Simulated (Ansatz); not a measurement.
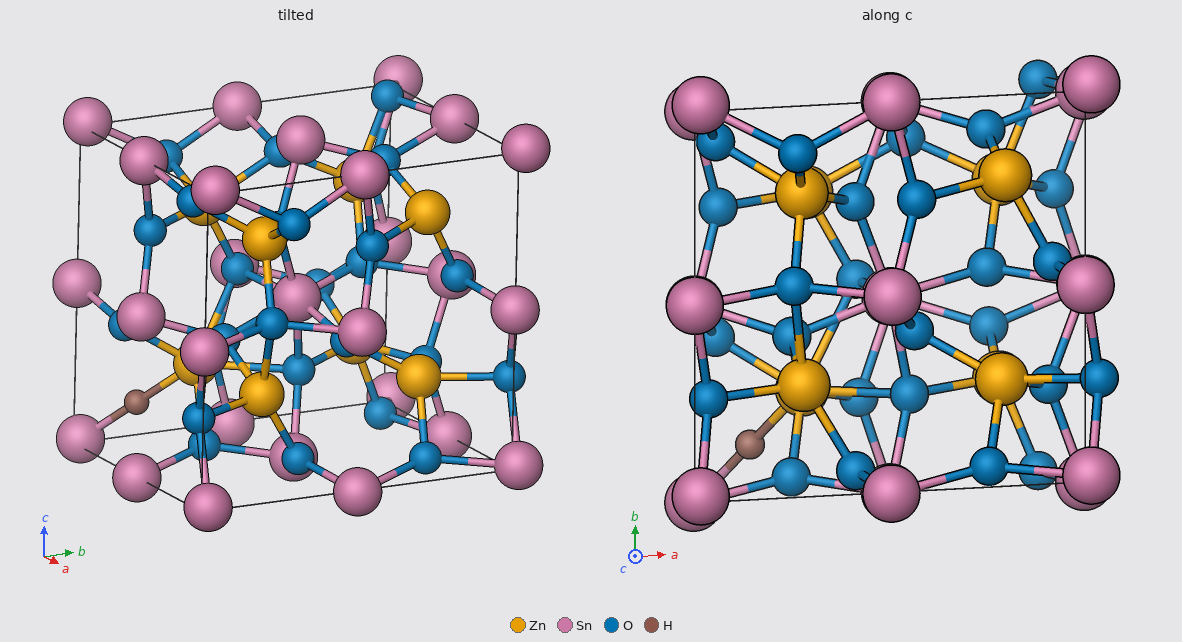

Ball-and-stick model, viewed slightly off an axis and along the c axis. Atoms at the boundary of the simulation cell (the box) are drawn once for each face, edge or corner they touch.

Give a description of the structure.

The material is Zn$_{8}$Sn$_{8}$HO$_{24}$. Its lattice is rhombohedral (trigonal R), its space group R3 (No. 146). The cell has 41 atoms, namely 8 Zn, 8 Sn, 1 H, 24 O. Taking every contact within bonding distance, one finds Zn 4 to 7 (mean 4.6), Sn 6 to 7 (mean 6.1), H 2 and O 3 to 4 (mean 3.5).

Starting structure: a structure listed in the Materials Project, repeated into a supercell with a point defect put in. The atoms were relaxed in a fixed cell with Ansatz, DFT PBE, scalar-relativistic, plane waves, PAW.
